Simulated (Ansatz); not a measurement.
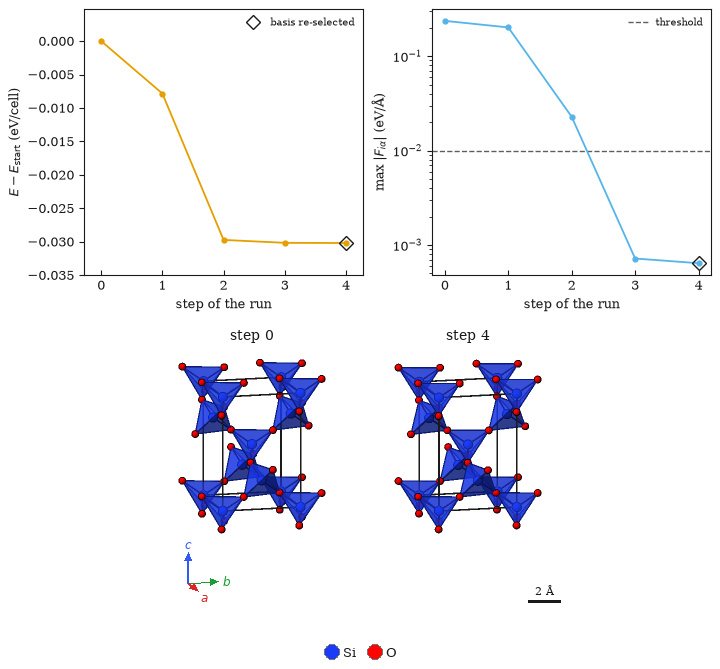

First and last geometry of a relaxation of solid SiO$_{2}$ (set up in I-42d), with the history of the run. A polyhedral model of the conventional cell (2 times the calculation's cell), seen slightly off an axis. Lengths and directions refer to the drawn axes.

These are results of DFT PBE, scalar-relativistic, plane waves, PAW in Ansatz 0.2.0, not measurements.

Input
```yaml
crystal:
  lattice:
    - [-2.5709449715, 2.5709449715, 3.7387468507]
    - [2.5709449715, -2.5709449715, 3.7387468507]
    - [2.5709449715, 2.5709449715, -3.7387468507]
  atoms:
    - { symbol: Si, position: [0.0, 0.0, 0.0] }
    - { symbol: Si, position: [0.75, 0.25, 0.5] }
    - { symbol: O, position: [0.9550129766, 0.625, 0.8300129766] }
    - { symbol: O, position: [0.375, 0.2050129766, 0.3300129766] }
    - { symbol: O, position: [0.7949870234, 0.125, 0.1699870234] }
    - { symbol: O, position: [0.875, 0.0449870234, 0.6699870234] }
basis:
  ecutwfc: 420
kpoints:
  mp_grid: { grid: [6, 6, 6] }
hamiltonian:
  xc: pbe
scf:
  occupations: { method: gaussian, width: 0.02 }
output:
  forces: true
  stress: true
  eigenvalues: true
relax:
  adjacent_minimum: "off"
  f_tol: 0.01
  max_steps: 30
  cell: { stress_tol: 0.1, fix: [volume] }
```

Launched with:
```bash
ansatz run input.yaml --threads 1 --pin off --max-ram 2560MiB --backend cpu --events-out ev --progress --plain --runs-dir out
```

Question: Read the history and describe the run.

Answer: It converged. The largest moves relative to the cell, 0.068 Å, are those of O3, O4, O5 and O6. O3 goes along −b. Si stays in place. The drawn cell changes at constant volume: a = b 5.142 → 5.157 Å (+0.3 %), c 7.477 → 7.433 Å (−0.6 %). Some distances before and after: Si1–O3 1.642 → 1.626 Å. Bond angles that change, for instance: Si1–O6–Si2 151.0° → 155.5°. The space group stays I-42d (No. 122). Over 3 accepted moves (4 points after the start) the energy falls by 30.2 meV per cell of the calculation. Largest force component: 0.24 eV/Å at the start, 0.00064 eV/Å at the end. Pressure: −4.67 GPa at the start and −1.31 GPa at the end. At 1 point the geometry stayed and the basis and grid were re-selected for the new cell (energy shift of less than 0.05 meV per cell of the calculation at most each time). The run took 74 s on 1 thread of AMD EPYC (Zen 3), on a shared host, peak memory 0.37 GiB.

| step | E − E(0), meV/atom | largest force component, eV/Å | pressure, GPa | note |
| --- | --- | --- | --- | --- |
| 0 | 0.00 | 0.2364 | -4.67 |  |
| 1 | -1.31 | 0.2015 | -4.22 |  |
| 2 | -4.96 | 0.0228 | -1.71 |  |
| 3 | -5.03 | 0.0007 | -1.31 |  |
| 4 | -5.03 | 0.0006 | -1.31 | same geometry, new basis |
